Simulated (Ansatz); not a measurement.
# From SnS$_{2}$ to SnS$_{2}$

System: SnS$_{2}$ (3 atoms in the cell).
Method of run A: DFT PBE+D3(BJ), scalar-relativistic, plane waves, PAW, no spin polarisation (Ansatz 0.2.0).
System of run B: SnS$_{2}$ (slab, 3 atoms in the cell).

On run A: The structure derives from an entry of the Crystallography Open Database. On run B: The structure derives from an entry of the Crystallography Open Database. Text and figures count atoms from 1; the logs count them from 0 in places.

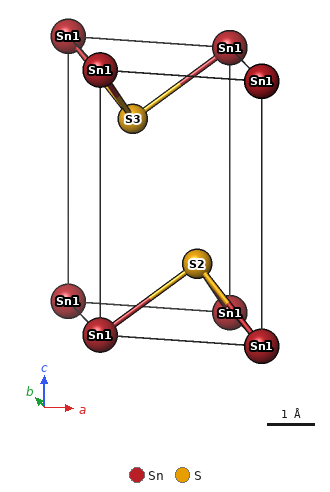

The input geometry (ball-and-stick view of the cell of the calculation, seen slightly off an axis; atoms are numbered from 1 in the order of the input). Near neighbours in the crystal (not all of them lie inside the picture): Sn has 6 S at 2.58 Å; S has 3 Sn at 2.58 Å.

## Input, run A
```yaml
crystal:
  lattice:
    - [3.6698317675, 0.0, 0.0]
    - [-1.8349158837, 3.1781675383, 0.0]
    - [0.0, 0.0, 5.7998451541]
  atoms:
    - { symbol: Sn, position: [0.0, 0.0, 0.0] }
    - { symbol: S, position: [0.6666666667, 0.3333333333, 0.2548468427] }
    - { symbol: S, position: [0.3333333333, 0.6666666667, 0.7451531573] }
basis:
  ecutwfc: 420
kpoints:
  mp_grid: { grid: [9, 9, 6] }
hamiltonian:
  xc: pbe
  dispersion: d3bj
scf:
  occupations: { method: gaussian, width: 0.02 }
output:
  forces: true
  stress: true
  eigenvalues: true
relax:
  adjacent_minimum: "off"
  f_tol: 0.005
  max_steps: 80
  cell: { stress_tol: 0.05 }
```

Command:
```bash
ansatz run input.yaml --threads 1 --pin off --max-ram 3072MiB --backend cpu --events-out ev --progress --plain --runs-dir out
```

Hardware: 1 thread of Arm Neoverse V2, 24 GiB of memory available, shared host.

## Output, shortened to warnings, some set-up lines, iterations and results (run A)
```
Basis set: ecut = 420 eV, 1315 PW (Γ), exchange–correlation on 50×50×80 points (8 copies of the dense FFT grid, shifted against one another)
Symmetry: 12 space group operations
k-points: 62 of 486
Initial density: superposition of atomic densities (neutral atoms: chi_scale 0, normalization atom), corrected by the library's trained network
[...]
SCF iter   1: F=—  HF=-7830.400102 eV  |F-HF|=—  |Δ(HF+E_count)|=         —  Δρ=1.12e-3  dr2=5.73e-4  ethr=1.77e-3  ⟨swp⟩=6.5  Hψ=6305  notcnv=0
SCF iter   2: F=—  HF=-7830.399537 eV  |F-HF|=—  |Δ(HF+E_count)|=   5.65e-4  Δρ=6.04e-4  dr2=2.35e-4  ethr=2.21e-6  ⟨swp⟩=2.0  Hψ=2423  notcnv=0
SCF iter   3: F=—  HF=-7830.399723 eV  |F-HF|=—  |Δ(HF+E_count)|=   1.86e-4  Δρ=3.79e-4  dr2=7.36e-5  ethr=9.05e-7  ⟨swp⟩=2.0  Hψ=2086  notcnv=0
SCF iter   4: F=—  HF=-7830.399725 eV  |F-HF|=—  |Δ(HF+E_count)|=   2.02e-6  Δρ=1.55e-4  dr2=1.30e-5  ethr=2.83e-7  ⟨swp⟩=2.0  Hψ=1376  notcnv=0
SCF iter   5: F=—  HF=-7830.399722 eV  |F-HF|=—  |Δ(HF+E_count)|=   3.74e-6  Δρ=4.21e-5  dr2=2.17e-6  ethr=5.01e-8  ⟨swp⟩=2.0  Hψ=1860  notcnv=0
[... 6 lines ...]
SCF iter   3: F=—  HF=-7830.399721 eV  |F-HF|=—  |Δ(HF+E_count)|=  2.47e-10  Δρ=5.71e-7  dr2=1.94e-10  ethr=9.91e-12  ⟨swp⟩=2.1  Hψ=1431  notcnv=0
SCF iter   4: F=—  HF=-7830.399721 eV  |F-HF|=—  |Δ(HF+E_count)|=  1.35e-10  Δρ=2.28e-7  dr2=3.97e-11  ethr=1.00e-12  ⟨swp⟩=6.4  Hψ=5160  notcnv=0
SCF iter   5: F=-7830.399721 eV  HF=-7830.399721 eV  |F-HF|=5.46e-12  |Δ(HF+E_count)|=  6.64e-11  Δρ=5.93e-8  dr2=2.34e-12  ethr=1.00e-12  ⟨swp⟩=6.1  Hψ=4548  notcnv=0
SCF 2 converged in 5 iterations: F = -7830.399721 eV  dr2 = 2.34e-12
relax step   2: F+E_penalty+E_count = -7830.39972089 eV  Δ(F+E_penalty+E_count) = -1.381e-8 eV  max|allowed force component| = 1.773e-3 eV/Å  Δτ_max = 0.0000 Å  P = +0.002 …
basis re-selected at this cell: Δ(F+E_penalty+E_count) = -1.381e-8 eV, ΔP = +0.000 GPa vs the last step (what re-selecting the basis moved, of the pressure what is left beyond the Pulay correction that the steps carried, after the strain that the cell walked since its last selection, with what the …
SCF converged after 5 iterations
Free energy (F): -7830.399721 eV
Harris-Foulkes:  -7830.399721 eV  (|F-HF|=5.46e-12)
Internal energy: -7830.399721 eV  (E = F + TS)
E sigma→0 (E₀):  -7830.399721 eV
Fermi energy:    7.310730 eV
--- Per-component energies (eV) ---
  E_band       = -116.751996
  E_kinetic    = 400.579709
  E_local      = -1538.872768  (includes V_loc(G=0)·N_el)
  E_nonlocal   = 27.023677
  E_hartree    = 819.106923
  E_xc         = -574.778595
  E_vxc        = -268.848129  (∫ρ·V_xc dr)
  E_paw        = -5343.177522  (= ΣΔE_a)
  E_vpaw       = -374.848309  (= ΣTr[D̂ρ^β])
  E_aug_tail   = 0.000003  (compensation charges beyond the density's cutoff)
  E_ewald      = -1619.295510
  E_disp       = -0.985638  (pairwise vdW)
  E_smearing   = -0.000000  (= −TS)
  E_closure    = -0.000000  (closes the sum)
  Σ components = -7830.399721   (vs F -7830.399721, Δ=0.00e0)
--- Forces (eV/Å), atoms counted from 1 ---
  atom   1  Sn     0.00000000     0.00000000    -0.00000000
  atom   2  S      0.00000000     0.00000000    -0.00177270
  atom   3  S     -0.00000000    -0.00000000     0.00177270
  max |Σ_I F_I| component: 9.25e-18 eV/Å
--- Stress (GPa, compression-positive) ---
       -0.006753       0.000000       0.000000
        0.000000      -0.006753       0.000000
        0.000000       0.000000       0.019620
  P = ⅓ Tr σ = 0.0020 GPa (0.020 kbar)
--- Relaxed structure (1 steps of the walk, 1 accepted, 1 SCFs on fresh bases) ---
  F+E_penalty+E_count = -7830.39972089 eV   max|allowed force component| = 1.773e-3 eV/Å   (the final SCF, on the basis selected at the relaxed cell)
  cell:  # Å, volume = 67.6456 Å³
    - [3.669831767517235, -2.886749078699939e-11, 0.0]
    - [-1.8349158837336175, 3.1781675382995074, 0.0]
    - [0.0, 0.0, 5.7998451541]
  atoms:
    - { symbol: Sn, position: [0.0, 0.0, 0.0] }
    - { symbol: S, position: [0.6666666666666666, 0.33333333333333326, 0.25484684269999996] }
    - { symbol: S, position: [0.3333333333333333, 0.6666666666666665, 0.7451531573] }
```

For run B the input was changed thus:
```diff
-    - [-1.8349158837, 3.1781675383, 0.0]
-    - [0.0, 0.0, 5.7998451541]
+    - [-1.8349158838, 3.1781675383, 0.0]
+    - [0.0, 0.0, 31.9122889027]
-    - { symbol: Sn, position: [0.0, 0.0, 0.0] }
-    - { symbol: S, position: [0.6666666667, 0.3333333333, 0.2548468427] }
-    - { symbol: S, position: [0.3333333333, 0.6666666667, 0.7451531573] }
+    - { symbol: S, position: [0.3333333333, 0.6666666667, 0.4536832902] }
+    - { symbol: Sn, position: [0.0, 0.0, 0.5] }
+    - { symbol: S, position: [0.6666666667, 0.3333333333, 0.5463167098] }
+  periodic: [true, true, false]
-  mp_grid: { grid: [9, 9, 6] }
+  mp_grid: { grid: [9, 9, 1] }
-  cell: { stress_tol: 0.05 }
+  cell: { stress_2d_tol: 0.02 }
```

What does this change do to the results?

The total energies belong to different systems, so their difference says nothing on which is more stable or more accurate. The gap on the mesh goes from 1.23 to 1.64 eV. The SCF takes 34 iterations over all geometry steps against 12. The irreducible k-points go from 62 to 12. On the same kind of shared host run B took about 3.3 times as long.

## Output, shortened to warnings, some set-up lines, iterations and results (run B)
```
Basis set: ecut = 420 eV, 7271 PW (Γ), exchange–correlation on 50×50×432 points (8 copies of the dense FFT grid, shifted against one another)
Symmetry: 12 space group operations
k-points: 12 of 81
Initial density: superposition of atomic densities (neutral atoms: chi_scale 0, normalization atom), corrected by the library's trained network
[...]
SCF iter   1: F=—  HF=-7830.166269 eV  |F-HF|=—  |Δ(HF+E_count)|=         —  Δρ=7.51e-4  dr2=4.40e-3  ethr=1.77e-3  ⟨swp⟩=16.5  Hψ=2157  notcnv=0
SCF iter   2: F=—  HF=-7830.165225 eV  |F-HF|=—  |Δ(HF+E_count)|=   1.04e-3  Δρ=3.80e-4  dr2=1.19e-3  ethr=1.69e-5  ⟨swp⟩=4.3  Hψ=638  notcnv=0
SCF iter   3: F=—  HF=-7830.165492 eV  |F-HF|=—  |Δ(HF+E_count)|=   2.67e-4  Δρ=1.87e-4  dr2=2.78e-4  ethr=4.59e-6  ⟨swp⟩=3.2  Hψ=398  notcnv=0
SCF iter   4: F=—  HF=-7830.165789 eV  |F-HF|=—  |Δ(HF+E_count)|=   2.97e-4  Δρ=9.39e-5  dr2=3.42e-5  ethr=1.07e-6  ⟨swp⟩=3.3  Hψ=444  notcnv=0
SCF iter   5: F=—  HF=-7830.166121 eV  |F-HF|=—  |Δ(HF+E_count)|=   3.32e-4  Δρ=3.14e-5  dr2=3.93e-6  ethr=1.32e-7  ⟨swp⟩=3.3  Hψ=395  notcnv=0
[... 34 lines ...]
SCF iter   5: F=—  HF=-7830.166509 eV  |F-HF|=—  |Δ(HF+E_count)|=  1.68e-10  Δρ=1.73e-7  dr2=4.68e-11  ethr=3.65e-12  ⟨swp⟩=2.9  Hψ=313  notcnv=0
SCF iter   6: F=—  HF=-7830.166509 eV  |F-HF|=—  |Δ(HF+E_count)|=  3.64e-12  Δρ=5.94e-8  dr2=9.85e-12  ethr=1.00e-12  ⟨swp⟩=1.8  Hψ=285  notcnv=0
SCF iter   7: F=-7830.166509 eV  HF=-7830.166509 eV  |F-HF|=8.19e-12  |Δ(HF+E_count)|=  1.09e-11  Δρ=2.96e-8  dr2=2.46e-12  ethr=1.00e-12  ⟨swp⟩=9.8  Hψ=1357  notcnv=0
SCF 5 converged in 7 iterations: F = -7830.166509 eV  dr2 = 2.46e-12
relax step   5: F+E_penalty+E_count = -7830.16650882 eV  Δ(F+E_penalty+E_count) = +4.119e-5 eV  max|allowed force component| = 2.142e-3 eV/Å  Δτ_max = 0.0000 Å  P = -0.015 …
basis re-selected at this cell: Δ(F+E_penalty+E_count) = +4.119e-5 eV, ΔP = -0.000 N/m vs the last step (what re-selecting the basis moved, of the pressure what is left beyond the Pulay correction that the steps carried, after the strain that the cell walked since its last selection, with what the …
SCF converged after 7 iterations
Free energy (F): -7830.166509 eV
Harris-Foulkes:  -7830.166509 eV  (|F-HF|=8.19e-12)
Internal energy: -7830.166509 eV  (E = F + TS)
E sigma→0 (E₀):  -7830.166509 eV
Fermi energy:    -5.952030 eV
--- Per-component energies (eV) ---
  E_band       = -458.823854
  E_kinetic    = 399.937216
  E_local      = -36217.981699  (includes V_loc(G=0)·N_el)
  E_nonlocal   = 26.943565
  E_hartree    = 17987.775135
  E_xc         = -574.358124
  E_vxc        = -268.256881  (∫ρ·V_xc dr)
  E_paw        = -5343.280488  (= ΣΔE_a)
  E_vpaw       = -375.016379  (= ΣTr[D̂ρ^β])
  E_aug_tail   = 0.000003  (compensation charges beyond the density's cutoff)
  E_ewald      = 15891.493467
  E_disp       = -0.695583  (pairwise vdW)
  E_smearing   = -0.000000  (= −TS)
  E_closure    = -0.000000  (closes the sum)
  Σ components = -7830.166509   (vs F -7830.166509, Δ=0.00e0)
--- Forces (eV/Å), atoms counted from 1 ---
  atom   1  S     -0.00000000     0.00000000     0.00214181
  atom   2  Sn     0.00000000    -0.00000000     0.00000000
  atom   3  S      0.00000000    -0.00000000    -0.00214181
  max |Σ_I F_I| component: 9.25e-18 eV/Å
--- 2D stress c σ (N/m, compression-positive) ---
       -0.014931      -0.000000      -0.000000
       -0.000000      -0.014931       0.000000
       -0.000000       0.000000      -0.000000
  P = ½ c Tr σ = -0.0149 N/m
--- Relaxed structure (4 steps of the walk, 3 accepted, 1 SCFs on fresh bases) ---
  F+E_penalty+E_count = -7830.16650882 eV   max|allowed force component| = 2.142e-3 eV/Å   (the final SCF, on the basis selected at the relaxed cell)
  cell:  # Å, volume = 371.1808 Å³
    - [3.6647845290158374, 2.8827788483048266e-11, -1.1231886497213018e-128]
    - [-1.8323922645328845, 3.1737965015094907, 1.0899500317110577e-128]
    - [-9.767074610764023e-128, 5.305270964177811e-128, 31.9122889027]
  atoms:
    - { symbol: S, position: [0.3333333333333334, 0.6666666666666667, 0.45349246784186636] }
[...]
```

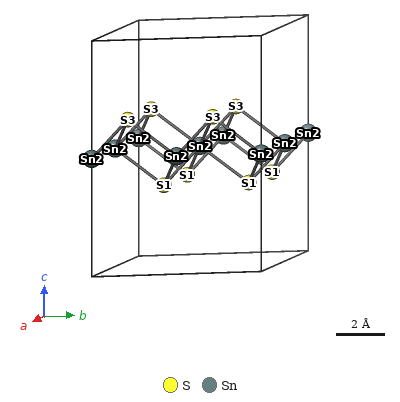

The input structure of run B (ball-and-stick view of the 2 × 2 repeat of the cell, with the vacuum cut short, seen slightly off an axis; atoms are numbered from 1 in the order of the input).

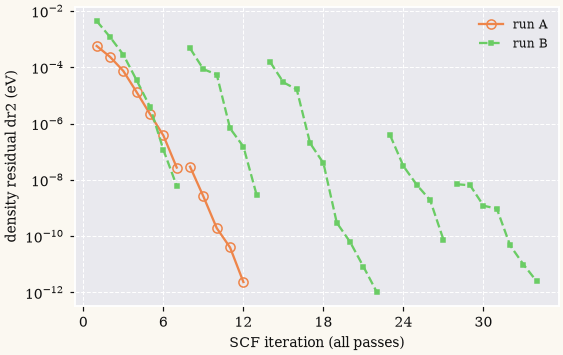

Convergence of the two runs: density residual dr2 against the SCF iteration. A break in a curve parts two SCF passes. Run A takes 12 iterations in all, and run B takes 34.

## The two runs side by side

```csv
quantity,run A,run B
outcome,converged,converged
free energy per atom (eV),−2610.1332,−2610.0555
gap on the mesh (eV),1.23,1.64
pressure (GPa),0.00,–
volume per atom (Å³),22.55,–
largest force (eV/Å),0.002,0.002
SCF iterations,12,34
irreducible k-points,62,12
work function (eV),–,5.95
wall time (shared host),7.8 s,26 s
```
